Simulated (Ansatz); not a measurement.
The calculation's input:

```
crystal:
  lattice:
    - [0.0, 2.1897201888, 2.1897201888]
    - [2.1897201888, 0.0, 2.1897201888]
    - [2.1897201888, 2.1897201888, 0.0]
  atoms:
    - { symbol: Si, position: [0.0, 0.0, 0.0] }
    - { symbol: C, position: [0.75, 0.75, 0.75] }
basis:
  ecutwfc: 420
kpoints:
  mp_grid: { grid: [10, 10, 10] }
  band_path:
    path:
      - [[0.0, 0.0, 0.0], [-0.5, -0.5, 0.0], [-0.375, -0.375, 0.25]]
      - [[-0.375, 0.0, 0.375], [0.0, 0.0, 0.0], [0.0, 0.0, 0.5], [-0.5, -0.25, 0.25], [-0.5, -0.5, 0.0]]
    npoints: 14
hamiltonian:
  xc: pbe
scf:
  occupations: { method: gaussian, width: 0.02 }
  n_extra_bands: 6
output:
  forces: true
  stress: true
  eigenvalues: true
  populations: true
  dos: { projected: true, de: 0.02, nscf_kmesh: { grid: [15, 15, 15] } }
  bader: true
  write_density: true
  write_potential: true
  elf: true
  volumetric_format: npy
```

Command:

```sh
ansatz run input.yaml --threads 1 --pin off --max-ram 2560MiB --backend cpu --events-out ev --progress --plain --runs-dir out
```

Below, planes, directions and counts refer to the conventional cell (a = 4.38 Å, b = 4.38 Å, c = 4.38 Å, α = 90.00°, β = 90.00°, γ = 90.00°).

Space group F-43m; a structure generated by program, which may or may not match a known phase.

Level of theory: Ansatz, DFT PBE, scalar-relativistic, plane waves, PAW.

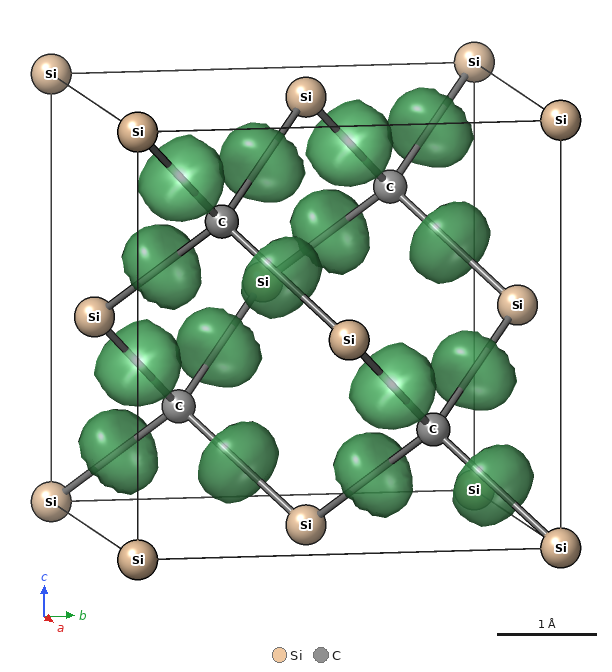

SiC. Isosurface of the ELF at 0.85 (green), seen slightly off an axis. Core shells and regions of very low density are left out. Sticks mark near contacts.

Core electrons are frozen (PAW), and the valence fields are smoothed inside the atomic spheres.

Where are the electrons localised?

Answer. The surface consists of 16 regions between bonded C–Si atoms (shared pairs), counted in one cell of 8 atoms. Any copies at cell faces, edges or corners count once.

Values along the shortest contacts:
Si–C (1.90 Å): the ELF peaks at about 0.95 between the atoms (a covalent bond).

Does the calculation make it a metal, or give it a gap?

Answer. It is gapped, with a Kohn–Sham gap of 1.4 eV on the k-point mesh (the band edges may lie off the mesh, which would make the gap smaller).
